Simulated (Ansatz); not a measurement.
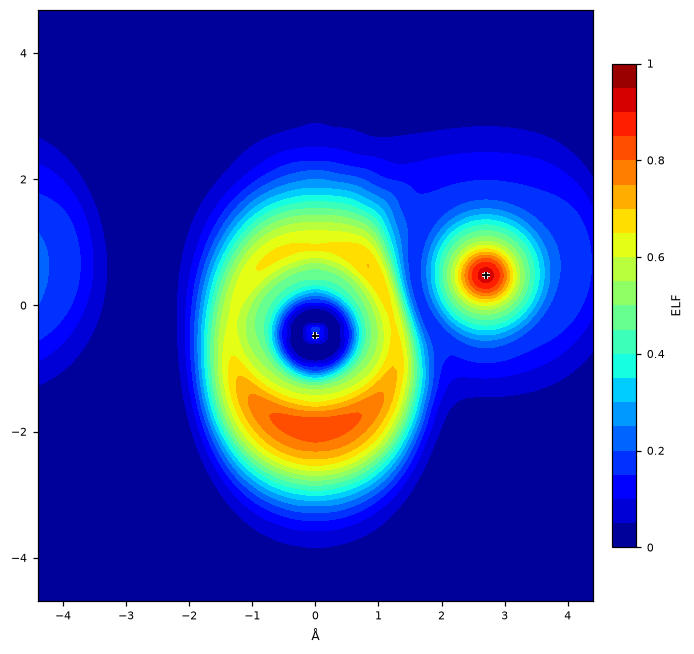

The electron localisation function on a plane through atoms (crosses mark nuclei in the plane).

Theory: DFT PBE, scalar-relativistic, plane waves, PAW (Ansatz).

Candidates:
A. ZnS (slab), a = 3.85 Å, b = 3.85 Å, c = 27.25 Å, α = 90.00°, β = 90.00°, γ = 90.00°. Not relaxed (largest force 0.6 eV/Å).
B. GaAs (slab), a = 4.06 Å, b = 4.06 Å, c = 25.78 Å, α = 90.00°, β = 90.00°, γ = 120.00°. Not relaxed (largest force 0.6 eV/Å).
C. CdTe (slab), a = 4.68 Å, b = 4.68 Å, c = 15.96 Å, α = 90.00°, β = 90.00°, γ = 120.00°. Changed on purpose from its base cell (repeats removed: 2); not relaxed (largest force 0.7 eV/Å).

Which system is this?

Answer. Candidate C: CdTe on the (110) plane of the calculation cell, a cut from vacuum to vacuum, which holds Te and Cd. Cd–Te (2.87 Å): the ELF peaks at about 0.65 in the valence shell of Te, 1.3 Å from its nucleus, and drops to about 0.15 between the two atoms.
